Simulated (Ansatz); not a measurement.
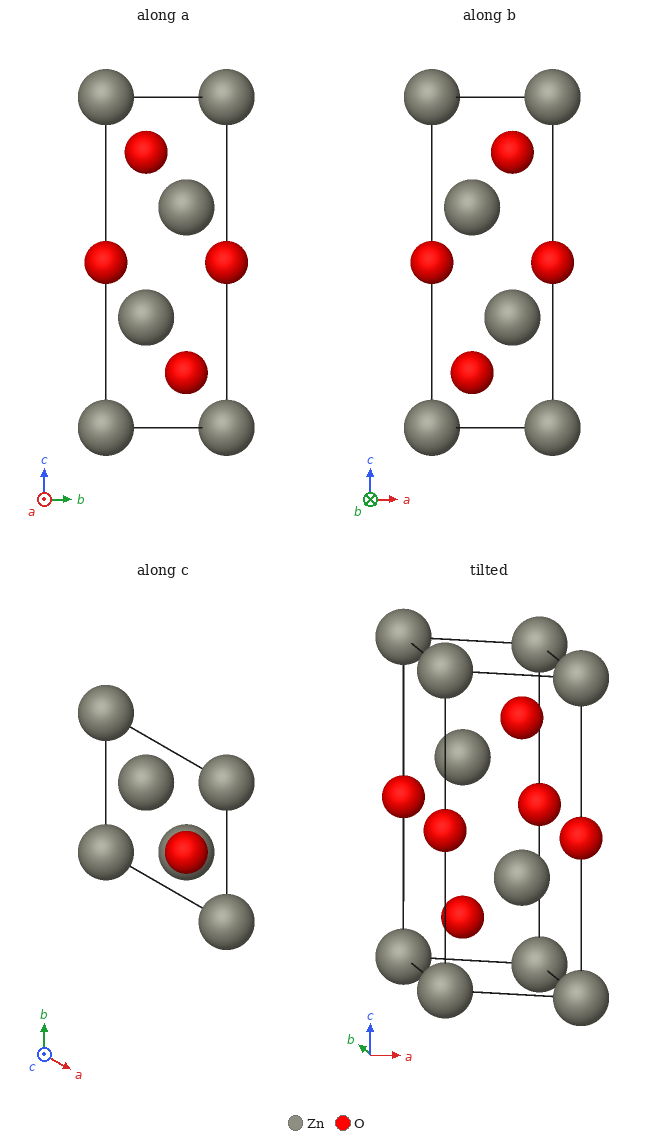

The crystal in a spheres-only representation, seen along the a axis, along the b axis, along the c axis and slightly off an axis. The parallelepiped is the conventional unit cell.

Lattice parameters: a = 3.0176 Å, b = 3.0176 Å, c = 7.1595 Å, α = 90.000°, β = 90.000°, γ = 120.000°.

Question: Put the structure into a CIF with its space group and independent sites.

Answer:
```cif
data_structure
_symmetry_space_group_name_H-M 'R -3 m :H'
_symmetry_Int_Tables_number 166
_cell_length_a 3.0176
_cell_length_b 3.0176
_cell_length_c 7.1595
_cell_angle_alpha 90.000
_cell_angle_beta 90.000
_cell_angle_gamma 120.000
_cell_volume 56.46
loop_
_atom_site_label
_atom_site_type_symbol
_atom_site_symmetry_multiplicity
_atom_site_Wyckoff_symbol
_atom_site_fract_x
_atom_site_fract_y
_atom_site_fract_z
_atom_site_occupancy
Zn1 Zn 3 a 0.0000 0.0000 0.0000 1
O1 O 3 b 0.3333 0.6667 0.1667 1
```

The structure was taken from a structure type filled with these elements by a generator (whether the compound takes this form wasn't checked). The cell was then strained or its atoms displaced on purpose. It went into a calculation with Ansatz.

At this level of theory the cell isn't at rest (compressed, at 7 GPa), so its distances can differ from those at equilibrium, the more so the softer the solid.
